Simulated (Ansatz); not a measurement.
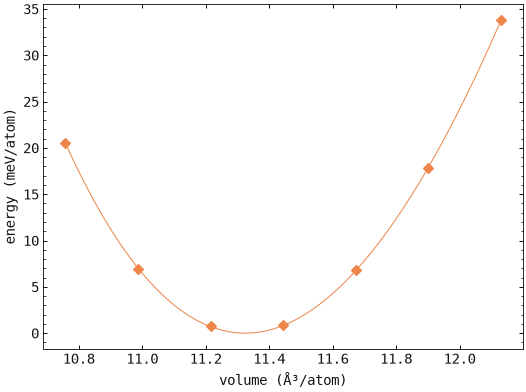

The plot gives the computed energy against volume for GaN, space group F-43m (No. 216).

The given structure:
```cif
data_structure
_symmetry_space_group_name_H-M 'P 1'
_symmetry_Int_Tables_number 1
_cell_length_a 3.1869
_cell_length_b 3.1869
_cell_length_c 3.1869
_cell_angle_alpha 60.000
_cell_angle_beta 60.000
_cell_angle_gamma 60.000
_cell_volume 22.89
loop_
_atom_site_label
_atom_site_type_symbol
_atom_site_fract_x
_atom_site_fract_y
_atom_site_fract_z
_atom_site_occupancy
Ga1 Ga 0.00000 0.00000 0.00000 1
N1 N 0.25000 0.25000 0.25000 1
```

How it was computed, with Ansatz 0.2.0: plane-wave DFT, no spin polarisation; energies at scaled volumes of the given cell, shape and fractions fixed, counted from the fit's minimum, third-order Birch-Murnaghan fit. Level: BHLYP.

k mesh 5×5×5; occupations Fermi–Dirac; smearing width 0.05 eV; potentials Ansatz PAW; wave cutoff 420 eV; density cutoff 1680 eV.

This calculation gives: equilibrium volume 11.32 Å³/atom and bulk modulus 212 GPa.

Now the level changes from BHLYP to PBE. The second calculation uses k mesh 10×10×10. Predict the effect.

The equilibrium volume rises from 11.32 to 11.76 Å³/atom (+3.9 %) and the bulk modulus falls from 212 to 172 GPa (−19 %).

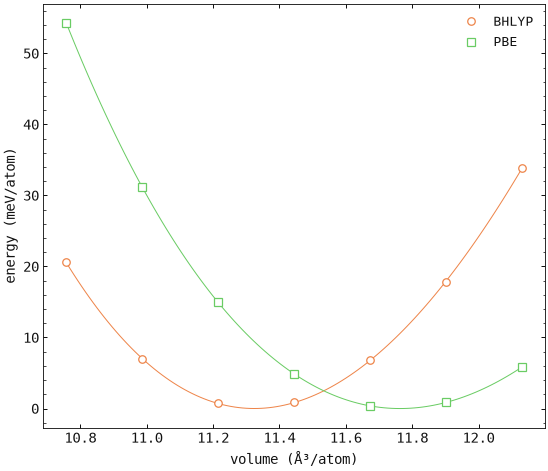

The two results together.

For BHLYP, limits of the calculation: coarse k mesh; the functional was run on potentials made for another functional.

V0 and the bulk modulus come from third-order Birch–Murnaghan fits.
